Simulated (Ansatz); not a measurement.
## Run report: Ag, geometry relaxation

The run: geometry relaxation of Ag (Im-3m, 1 atom in the cell). Method and program: DFT PBEsol, scalar-relativistic, plane waves, PAW, no spin polarisation (Ansatz 0.2.0).

The structure derives from a Materials Project entry. Figures and captions count atoms from 1; the log counts them from 0 in places.

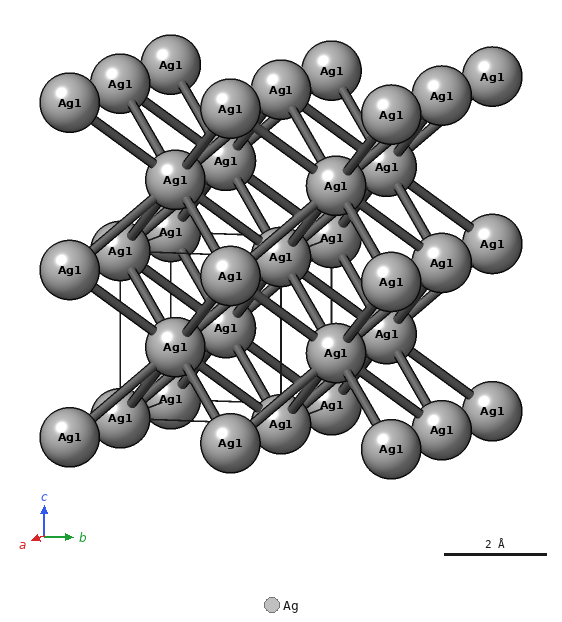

The structure as given in the input (ball-and-stick view of the cell 2 times as large as that of the calculation, set on its symmetry axes, repeated 2 × 2 × 2, seen slightly off an axis; atoms are numbered from 1 in the order of the input). An atom can appear more than once, as a periodic image. Near neighbours in the periodic cell (some may lie outside the picture): Ag has 8 Ag at 2.87 Å.

**Input file**
```yaml
crystal:
  lattice:
    - [-1.655654, 1.655654, 1.655654]
    - [1.655654, -1.655654, 1.655654]
    - [1.655654, 1.655654, -1.655654]
  atoms:
    - { symbol: Ag, position: [0.0, 0.0, 0.0] }
basis:
  ecutwfc: 420
kpoints:
  mp_grid: { grid: [18, 18, 18] }
hamiltonian:
  xc: pbesol
scf:
  occupations: { method: gaussian, width: 0.1 }
output:
  forces: true
  stress: true
  eigenvalues: true
  write_density: true
  write_potential: true
  elf: true
  volumetric_format: npy
relax:
  adjacent_minimum: "off"
  f_tol: 0.005
  max_steps: 80
  cell: { stress_tol: 0.05 }
```

Hardware: 1 thread of Intel Xeon @ 2.50GHz (Skylake/Cascade Lake), 189 GiB of memory available, shared host.

Launch command:
```bash
ansatz run input.yaml --threads 1 --pin off --max-ram 2560MiB --backend cpu --events-out ev --progress --plain --runs-dir out
```

**Log**
```
Engine: ansatz 0.2.0, x86_64-unknown-linux-gnu
Pseudopotentials: kind: paw
Pseudopotential: Ag, paw, valence charge 19, recommended cutoff 420 eV (normal), Ag.paw.azcp
Functional definition: PBEsol
  exchange = pbesol_x
  correlation = pbesol_c
Crystal: 1 atoms, lattice volume = 18.154 Å³
Basis set: ecut = 420 eV, 369 PW (Γ), exchange–correlation on 40×40×40 points (8 copies of the dense FFT grid, shifted against one another)
Bands: 14, of which v1, the nominal top of the filled ones, is band 10 counted from 1 (9 counted from 0)
Symmetry: 48 space group operations
Space group: Im-3m (ITA 229), of the structure as read, at distance tolerance 2.6e-5 Å
k-points: 195 of 5832
Non-local potential: Ag, projectors of the file, l = 0: 3, l = 1: 2, l = 2: 2, l = 3: 1
PAW form: soft (Blöchl's): semilocal exchange-correlation on the pseudo side does not see the compensation charge
PAW frozen core: Ag, regenerated for the run's functional, and the local potential with it (the file was generated under x = pbe(κ = 0.804, μ = 0.2195149727645171), c = pbe(β = 0.06672455060314922))
PAW one-centre angular grid: Ag, 590 points (default); XC on 64 Gauss nodes
Initial density: superposition of atomic densities (neutral atoms: chi_scale 0, normalization atom), corrected by the library's trained network
Initial wavefunctions: pseudopotential atomic-orbital guess
Functional: x = pbesol(κ = 0.804, μ = 0.12345679012345678), c = pbesol(β = 0.046)
SCF iter   1: F=—  HF=-7522.176593 eV  |F-HF|=—  |Δ(HF+E_count)|=         —  Δρ=9.81e-3  dr2=1.63e-2  ethr=1.77e-3  ⟨swp⟩=4.6  Hψ=13309  notcnv=0
preconditioner: auto → Kerker (q_TF=auto, 2.749 Å⁻¹)  [metal: Δε(μ)=0.041 eV  Ē_g=15.654 eV  σ=0.100 eV  W_gap=0.23  n_scr=12 (ndim 8)  ℏωp=28.9 eV  f_vac=0.000  D(μ)=0.57/eV (n_scr^D=0)]
SCF iter   2: F=—  HF=-7522.172261 eV  |F-HF|=—  |Δ(HF+E_count)|=   4.33e-3  Δρ=2.43e-3  dr2=9.68e-4  ethr=8.56e-5  ⟨swp⟩=1.8  Hψ=4955  notcnv=0
SCF iter   3: F=—  HF=-7522.172004 eV  |F-HF|=—  |Δ(HF+E_count)|=   2.57e-4  Δρ=9.94e-4  dr2=8.99e-5  ethr=5.10e-6  ⟨swp⟩=2.1  Hψ=3616  notcnv=0  defer=2
SCF iter   4: F=—  HF=-7522.171979 eV  |F-HF|=—  |Δ(HF+E_count)|=   2.48e-5  Δρ=1.31e-4  dr2=1.42e-6  ethr=4.73e-7  ⟨swp⟩=2.1  Hψ=4470  notcnv=0  defer=2
SCF iter   5: F=—  HF=-7522.171979 eV  |F-HF|=—  |Δ(HF+E_count)|=   2.33e-7  Δρ=2.52e-5  dr2=1.09e-7  ethr=7.45e-9  ⟨swp⟩=2.2  Hψ=4534  notcnv=0  defer=2
SCF iter   6: F=-7522.171979 eV  HF=-7522.171979 eV  |F-HF|=4.46e-10  |Δ(HF+E_count)|=   2.76e-9  Δρ=3.16e-6  dr2=9.93e-10  ethr=5.26e-10  ⟨swp⟩=7.3  Hψ=13135  notcnv=0
SCF 1 converged in 6 iterations: F = -7522.171979 eV  dr2 = 9.93e-10
  greatest PAW one-centre occupation: 1.001 electrons in one spin orbital (limit 2), on the Ag atom at site 0 (counted from 0), in its partial waves of l = 0
relax step   1: F+E_penalty+E_count = -7522.17197940 eV  Δ(F+E_penalty+E_count) = +0.000e0 eV  max|allowed force component| = 0.000e0 eV/Å  Δτ_max = 0.0000 Å  P = -7.131 GPa  Ω = 18.154 Å³  (6 SCF iters, dr2 threshold 1.00e-7 eV, accepted)
Crystal: 1 atoms, lattice volume = 15.714 Å³
Basis set: ecut = 420 eV, 321 PW (Γ), exchange–correlation on 40×40×40 points (8 copies of the dense FFT grid, shifted against one another)
Initial density: handed on by an earlier stage of this run
Initial wavefunctions: those handed on with the density
iter 1 solved again at ethr=2.25e-4 eV; its pass at ethr=3.10e-3 eV (dr2=4.28e-2 eV) is discarded
SCF iter   1: F=—  HF=-7522.191277 eV  |F-HF|=—  |Δ(HF+E_count)|=         —  Δρ=1.60e-2  dr2=4.29e-2  ethr=2.25e-4  ⟨swp⟩=1.0  Hψ=18405  notcnv=0
preconditioner: auto → Kerker (q_TF=auto, 2.816 Å⁻¹)  [metal: Δε(μ)=0.019 eV  Ē_g=17.062 eV  σ=0.100 eV  W_gap=0.11  n_scr=12 (ndim 8)  ℏωp=31.1 eV  f_vac=0.000  D(μ)=0.63/eV (n_scr^D=0)]
SCF iter   2: F=—  HF=-7522.180204 eV  |F-HF|=—  |Δ(HF+E_count)|=   1.11e-2  Δρ=6.34e-3  dr2=5.84e-3  ethr=2.25e-4  ⟨swp⟩=2.8  Hψ=4135  notcnv=0
SCF iter   3: F=—  HF=-7522.178692 eV  |F-HF|=—  |Δ(HF+E_count)|=   1.51e-3  Δρ=2.56e-3  dr2=6.48e-4  ethr=3.07e-5  ⟨swp⟩=1.0  Hψ=2761  notcnv=0
SCF iter   4: F=—  HF=-7522.178644 eV  |F-HF|=—  |Δ(HF+E_count)|=   4.86e-5  Δρ=4.27e-4  dr2=1.34e-5  ethr=3.41e-6  ⟨swp⟩=1.9  Hψ=4488  notcnv=0
SCF iter   5: F=—  HF=-7522.178628 eV  |F-HF|=—  |Δ(HF+E_count)|=   1.56e-5  Δρ=8.56e-5  dr2=9.38e-7  ethr=7.04e-8  ⟨swp⟩=2.6  Hψ=4729  notcnv=0
SCF iter   6: F=-7522.178628 eV  HF=-7522.178628 eV  |F-HF|=1.78e-9  |Δ(HF+E_count)|=   7.68e-8  Δρ=1.06e-5  dr2=9.53e-9  ethr=5.26e-10  ⟨swp⟩=8.0  Hψ=17524  notcnv=0
SCF 2 converged in 6 iterations: F = -7522.178628 eV  dr2 = 9.53e-9
relax step   2: F+E_penalty+E_count = -7522.17862808 eV  Δ(F+E_penalty+E_count) = -6.649e-3 eV  max|allowed force component| = 0.000e0 eV/Å  Δτ_max = 0.0000 Å  P = +9.001 GPa  Ω = 15.714 Å³  energy of the carried Pulay correction = +6.325e-4 eV  (6 SCF iters, dr2 threshold 1.00e-7 eV, accepted)
Crystal: 1 atoms, lattice volume = 16.988 Å³
iter 1 solved again at ethr=7.39e-5 eV; its pass at ethr=3.10e-3 eV (dr2=1.40e-2 eV) is discarded
SCF iter   1: F=—  HF=-7522.209105 eV  |F-HF|=—  |Δ(HF+E_count)|=         —  Δρ=8.64e-3  dr2=1.43e-2  ethr=7.39e-5  ⟨swp⟩=1.0  Hψ=18254  notcnv=0
preconditioner: auto → Kerker (q_TF=auto, 2.780 Å⁻¹)  [metal: Δε(μ)=0.016 eV  Ē_g=16.474 eV  σ=0.100 eV  W_gap=0.09  n_scr=12 (ndim 8)  ℏωp=29.9 eV  f_vac=0.000  D(μ)=0.59/eV (n_scr^D=0)]
SCF iter   2: F=—  HF=-7522.205493 eV  |F-HF|=—  |Δ(HF+E_count)|=   3.61e-3  Δρ=3.54e-3  dr2=2.01e-3  ethr=7.39e-5  ⟨swp⟩=2.0  Hψ=3738  notcnv=0
SCF iter   3: F=—  HF=-7522.204994 eV  |F-HF|=—  |Δ(HF+E_count)|=   5.00e-4  Δρ=1.48e-3  dr2=2.50e-4  ethr=1.06e-5  ⟨swp⟩=1.0  Hψ=2742  notcnv=0
SCF iter   4: F=—  HF=-7522.204975 eV  |F-HF|=—  |Δ(HF+E_count)|=   1.92e-5  Δρ=2.46e-4  dr2=4.96e-6  ethr=1.32e-6  ⟨swp⟩=2.0  Hψ=4536  notcnv=0
SCF iter   5: F=—  HF=-7522.204969 eV  |F-HF|=—  |Δ(HF+E_count)|=   5.75e-6  Δρ=5.26e-5  dr2=3.80e-7  ethr=2.61e-8  ⟨swp⟩=2.6  Hψ=4697  notcnv=0
SCF iter   6: F=-7522.204969 eV  HF=-7522.204969 eV  |F-HF|=4.06e-10  |Δ(HF+E_count)|=   2.32e-8  Δρ=6.93e-6  dr2=4.92e-9  ethr=5.26e-10  ⟨swp⟩=8.1  Hψ=16497  notcnv=0
SCF 3 converged in 6 iterations: F = -7522.204969 eV  dr2 = 4.92e-9
relax step   3: F+E_penalty+E_count = -7522.20496880 eV  Δ(F+E_penalty+E_count) = -2.634e-2 eV  max|allowed force component| = 0.000e0 eV/Å  Δτ_max = 0.0000 Å  P = -1.400 GPa  Ω = 16.988 Å³  energy of the carried Pulay correction = +2.912e-4 eV  (6 SCF iters, dr2 threshold 1.00e-7 eV, accepted)
Crystal: 1 atoms, lattice volume = 16.805 Å³
iter 1 solved again at ethr=1.28e-6 eV; its pass at ethr=3.10e-3 eV (dr2=2.43e-4 eV) is discarded
SCF iter   1: F=—  HF=-7522.206041 eV  |F-HF|=—  |Δ(HF+E_count)|=         —  Δρ=1.22e-3  dr2=2.78e-4  ethr=1.28e-6  ⟨swp⟩=2.2  Hψ=17333  notcnv=0
preconditioner: auto → Kerker (q_TF=auto, 2.785 Å⁻¹)  [metal: Δε(μ)=0.034 eV  Ē_g=16.479 eV  σ=0.100 eV  W_gap=0.19  n_scr=12 (ndim 8)  ℏωp=30.0 eV  f_vac=0.000  D(μ)=0.60/eV (n_scr^D=0)]
SCF iter   2: F=—  HF=-7522.205973 eV  |F-HF|=—  |Δ(HF+E_count)|=   6.82e-5  Δρ=4.83e-4  dr2=3.73e-5  ethr=1.28e-6  ⟨swp⟩=2.1  Hψ=3789  notcnv=0
SCF iter   3: F=—  HF=-7522.205951 eV  |F-HF|=—  |Δ(HF+E_count)|=   2.25e-5  Δρ=2.03e-4  dr2=4.62e-6  ethr=1.96e-7  ⟨swp⟩=1.0  Hψ=2742  notcnv=0
SCF iter   4: F=-7522.205950 eV  HF=-7522.205950 eV  |F-HF|=9.80e-10  |Δ(HF+E_count)|=   3.38e-7  Δρ=3.43e-5  dr2=9.48e-8  ethr=5.26e-10  ⟨swp⟩=5.2  Hψ=14711  notcnv=0
SCF 4 converged in 4 iterations: F = -7522.205950 eV  dr2 = 9.48e-8
relax step   4: F+E_penalty+E_count = -7522.20595019 eV  Δ(F+E_penalty+E_count) = -9.814e-4 eV  max|allowed force component| = 0.000e0 eV/Å  Δτ_max = 0.0000 Å  P = -0.216 GPa  Ω = 16.805 Å³  energy of the carried Pulay correction = +3.388e-4 eV  (4 SCF iters, dr2 threshold 1.00e-7 eV, accepted)
Crystal: 1 atoms, lattice volume = 16.773 Å³
iter 1 solved again at ethr=3.48e-8 eV; its pass at ethr=3.10e-3 eV (dr2=6.61e-6 eV) is discarded
SCF iter   1: F=—  HF=-7522.205982 eV  |F-HF|=—  |Δ(HF+E_count)|=         —  Δρ=2.00e-4  dr2=7.75e-6  ethr=3.48e-8  ⟨swp⟩=2.2  Hψ=17047  notcnv=0
preconditioner: auto → Kerker (q_TF=auto, 2.786 Å⁻¹)  [metal: Δε(μ)=0.033 eV  Ē_g=16.508 eV  σ=0.100 eV  W_gap=0.18  n_scr=12 (ndim 8)  ℏωp=30.1 eV  f_vac=0.000  D(μ)=0.60/eV (n_scr^D=0)]
SCF iter   2: F=—  HF=-7522.205980 eV  |F-HF|=—  |Δ(HF+E_count)|=   1.73e-6  Δρ=9.02e-5  dr2=1.27e-6  ethr=3.48e-8  ⟨swp⟩=2.1  Hψ=3760  notcnv=0
SCF iter   3: F=—  HF=-7522.205980 eV  |F-HF|=—  |Δ(HF+E_count)|=   2.56e-7  Δρ=3.80e-5  dr2=1.71e-7  ethr=6.68e-9  ⟨swp⟩=1.0  Hψ=2731  notcnv=0
SCF iter   4: F=-7522.205980 eV  HF=-7522.205980 eV  |F-HF|=8.73e-11  |Δ(HF+E_count)|=   3.95e-9  Δρ=5.91e-6  dr2=2.97e-9  ethr=5.26e-10  ⟨swp⟩=6.0  Hψ=12009  notcnv=0
SCF 5 converged in 4 iterations: F = -7522.205980 eV  dr2 = 2.97e-9
relax step   5: F+E_penalty+E_count = -7522.20598012 eV  Δ(F+E_penalty+E_count) = -2.994e-5 eV  max|allowed force component| = 0.000e0 eV/Å  Δτ_max = 0.0000 Å  P = -0.001 GPa  Ω = 16.773 Å³  energy of the carried Pulay correction = +3.471e-4 eV  (4 SCF iters, dr2 threshold 1.00e-7 eV, accepted)
Initial wavefunctions: pseudopotential atomic-orbital guess (no wavefunctions were taken with the density)
iter 1 solved again at ethr=2.73e-8 eV; its pass at ethr=3.10e-3 eV (dr2=5.19e-6 eV) is discarded
SCF iter   1: F=—  HF=-7522.205552 eV  |F-HF|=—  |Δ(HF+E_count)|=         —  Δρ=1.96e-4  dr2=1.12e-6  ethr=2.73e-8  ⟨swp⟩=3.1  Hψ=20346  notcnv=0
preconditioner: auto → Kerker (q_TF=auto, 2.786 Å⁻¹)  [metal: Δε(μ)=0.032 eV  Ē_g=16.510 eV  σ=0.100 eV  W_gap=0.18  n_scr=12 (ndim 8)  ℏωp=30.1 eV  f_vac=0.000  D(μ)=0.60/eV (n_scr^D=0)]
SCF iter   2: F=—  HF=-7522.205546 eV  |F-HF|=—  |Δ(HF+E_count)|=   6.85e-6  Δρ=9.60e-5  dr2=2.74e-7  ethr=5.90e-9  ⟨swp⟩=2.8  Hψ=4645  notcnv=0
SCF iter   3: F=—  HF=-7522.205546 eV  |F-HF|=—  |Δ(HF+E_count)|=   1.43e-7  Δρ=2.77e-5  dr2=2.76e-8  ethr=1.44e-9  ⟨swp⟩=1.6  Hψ=3890  notcnv=0
SCF iter   4: F=—  HF=-7522.205546 eV  |F-HF|=—  |Δ(HF+E_count)|=   9.61e-9  Δρ=1.92e-6  dr2=2.82e-10  ethr=1.45e-10  ⟨swp⟩=2.4  Hψ=4548  notcnv=0
SCF iter   5: F=-7522.205546 eV  HF=-7522.205546 eV  |F-HF|=1.82e-12  |Δ(HF+E_count)|=  2.52e-10  Δρ=1.94e-7  dr2=3.04e-12  ethr=1.00e-12  ⟨swp⟩=3.3  Hψ=11706  notcnv=0
SCF 6 converged in 5 iterations: F = -7522.205546 eV  dr2 = 3.04e-12
relax step   6: F+E_penalty+E_count = -7522.20554580 eV  Δ(F+E_penalty+E_count) = +4.343e-4 eV  max|allowed force component| = 0.000e0 eV/Å  Δτ_max = 0.0000 Å  P = +0.014 GPa  Ω = 16.773 Å³  stress off target by 1.44e-2 GPa  SCF on the basis re-selected at this cell (its energy is not comparable with the rows above)  (5 SCF iters)
```

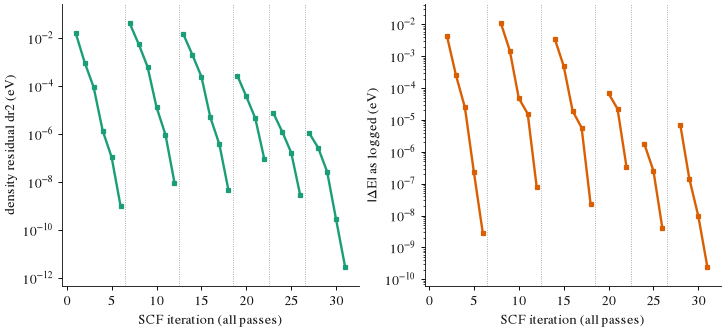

Convergence of the self-consistent field: density residual dr2 and size of the energy change against the SCF iteration. The dotted lines part the SCF passes of the relaxation: geometry steps, rejected trials and re-solves on a re-selected basis. The 6 passes take 4 to 6 iterations each, 31 in all.

```
basis re-selected at this cell: Δ(F+E_penalty+E_count) = +4.343e-4 eV, ΔP = +0.016 GPa vs the last step (what re-selecting the basis moved, of the pressure what is left beyond the Pulay correction that the steps carried, after the strain that the cell walked since its last selection, with what the two solves' SCF thresholds leave and, on support functions, any second-order correction that the steps lacked; it is no measure of the basis error at this ecutwfc). This SCF's stress stands 1.44e-2 GPa from its target on what of the cell is left free (relax.cell.stress_tol is 5.00e-2 GPa) and its largest allowed force component is 0.00e0 eV/Å (relax.f_tol is 5.00e-3 eV/Å): within both
SCF converged after 5 iterations
Free energy (F): -7522.205546 eV
Harris-Foulkes:  -7522.205546 eV  (|F-HF|=1.82e-12)
Internal energy: -7522.202542 eV  (E = F + TS)
E sigma→0 (E₀):  -7522.204044 eV
Entropy (-TS):   -0.003004 eV (-3.004 meV/atom)
Fermi energy:    17.546688 eV
--- Per-component energies (eV) ---
  E_band       = -230.413650
  E_kinetic    = 527.471922
  E_local      = -2167.876435  (includes V_loc(G=0)·N_el)
  E_nonlocal   = 82.475447
  E_hartree    = 986.559716
  E_xc         = -183.795414
  E_vxc        = -234.519983  (∫ρ·V_xc dr)
  E_paw        = -3834.484387  (= ΣΔE_a)
  E_vpaw       = -411.084304  (= ΣTr[D̂ρ^β])
  E_aug_tail   = 0.000283  (compensation charges beyond the density's cutoff)
  E_ewald      = -2932.876414
  E_core_change = 0.322739  (= ΣΔE_core)
  E_smearing   = -0.003004  (= −TS)
  E_closure    = -0.000000  (closes the sum)
  Σ components = -7522.205546   (vs F -7522.205546, Δ=0.00e0)
--- Forces (eV/Å), atoms counted from 1 ---
  atom   1  Ag     0.00000000    -0.00000000    -0.00000000
  max |Σ_I F_I| component: 2.40e-30 eV/Å
--- Stress (GPa, compression-positive) ---
        0.014381       0.000000       0.000000
        0.000000       0.014381       0.000000
        0.000000      -0.000000       0.014381
  P = ⅓ Tr σ = 0.0144 GPa (0.144 kbar)
--- Band table (eV; the first three rows and the last of 195) ---
  k-point 0: bands = ["-74.3486", "-37.7524", "-37.7524", "-37.7524", "9.5857", "12.6123", "12.6123", "12.6123", "14.0045", "14.0045", "35.3629", "35.3629", "35.3629", "41.9940"]
  k-point 1: bands = ["-74.3480", "-37.7580", "-37.7545", "-37.7524", "9.6898", "12.5856", "12.6161", "12.6733", "13.9748", "14.0064", "35.1438", "35.3435", "35.4424", "40.4997"]
  k-point 2: bands = ["-74.3462", "-37.7740", "-37.7602", "-37.7522", "9.9912", "12.5097", "12.6287", "12.8521", "13.9017", "14.0126", "34.3489", "35.1642", "35.6678", "39.4036"]
  k-point 194: bands = ["-74.3111", "-37.8912", "-37.8912", "-37.8912", "11.1025", "11.1025", "14.8035", "14.8035", "14.8035", "24.4412", "24.4412", "24.4412", "30.6068", "31.1976"]
--- Relaxed structure (5 steps of the walk, 5 accepted, 1 SCFs on fresh bases) ---
  F+E_penalty+E_count = -7522.20554580 eV   max|allowed force component| = 0.000e0 eV/Å   (the final SCF, on the basis selected at the relaxed cell)
  cell:  # Å, volume = 16.7728 Å³
    - [-1.6125573276158571, 1.6125573276158571, 1.6125573276158571]
    - [1.6125573276158571, -1.6125573276158571, 1.6125573276158571]
    - [1.6125573276158571, 1.6125573276158571, -1.6125573276158571]
  atoms:
    - { symbol: Ag, position: [0.0, 0.0, 0.0] }
```

**Trajectory as extended XYZ (Å, eV, eV/Å), 6 frames, from step=1 to step=6**
```
1
Lattice="-1.6557 1.6557 1.6557 1.6557 -1.6557 1.6557 1.6557 1.6557 -1.6557" Properties=species:S:1:pos:R:3:forces:R:3 step=1 energy=-7522.17198 pressure_GPa=-7.13
Ag    0.0000    0.0000    0.0000    0.0000   0.0000   0.0000
1
Lattice="-1.5779 1.5779 1.5779 1.5779 -1.5779 1.5779 1.5779 1.5779 -1.5779" Properties=species:S:1:pos:R:3:forces:R:3 step=2 energy=-7522.17863 pressure_GPa=9.00
Ag    0.0000    0.0000    0.0000    0.0000   0.0000   0.0000
1
Lattice="-1.6194 1.6194 1.6194 1.6194 -1.6194 1.6194 1.6194 1.6194 -1.6194" Properties=species:S:1:pos:R:3:forces:R:3 step=3 energy=-7522.20497 pressure_GPa=-1.40
Ag    0.0000    0.0000    0.0000    0.0000   0.0000   0.0000
1
Lattice="-1.6136 1.6136 1.6136 1.6136 -1.6136 1.6136 1.6136 1.6136 -1.6136" Properties=species:S:1:pos:R:3:forces:R:3 step=4 energy=-7522.20595 pressure_GPa=-0.22
Ag    0.0000    0.0000    0.0000    0.0000   0.0000   0.0000
1
Lattice="-1.6126 1.6126 1.6126 1.6126 -1.6126 1.6126 1.6126 1.6126 -1.6126" Properties=species:S:1:pos:R:3:forces:R:3 step=5 energy=-7522.20598 pressure_GPa=-0.00
Ag    0.0000    0.0000    0.0000    0.0000   0.0000   0.0000
1
Lattice="-1.6126 1.6126 1.6126 1.6126 -1.6126 1.6126 1.6126 1.6126 -1.6126" Properties=species:S:1:pos:R:3:forces:R:3 step=6 energy=-7522.20555 pressure_GPa=0.01
Ag    0.0000    0.0000    0.0000    0.0000   0.0000   0.0000
```

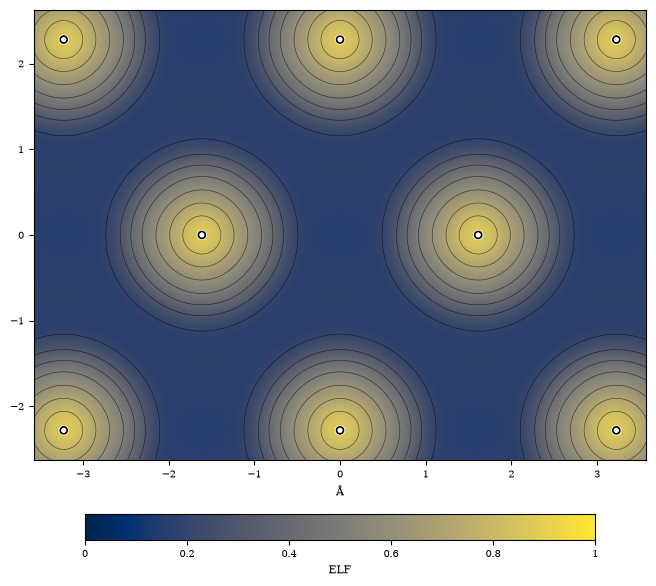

Electron localisation function on the (011̄) plane of the conventional cell. Circles mark the nuclei in the plane (Ag). Ag–Ag (2.79 Å): the ELF is about 0.15 at the midpoint; no shared electron pair. The strong features right at Ag lie inside the PAW spheres (semicore, d or f shells) and say nothing about bonding. Core electrons are frozen (PAW), so the fields are smoothed inside the atomic spheres.

**Key numbers**

```csv
quantity,value
outcome,converged
space group (tolerance 0.01 Å),Im-3m (229)
electrons treated,19
free energy,−7522.2055 eV
Fermi energy,17.547 eV
gap on the k-point mesh,none (metallic)
pressure,0.01 GPa
final volume,16.77 Å³
largest force (length of the vector) at the end,under 0.001 eV/Å
final cell,"a = 2.793 Å, b = 2.793 Å, c = 2.793 Å, α = 109.47°, β = 109.47°, γ = 109.47°"
wall time,34 s
peak memory,0.36 GiB
```
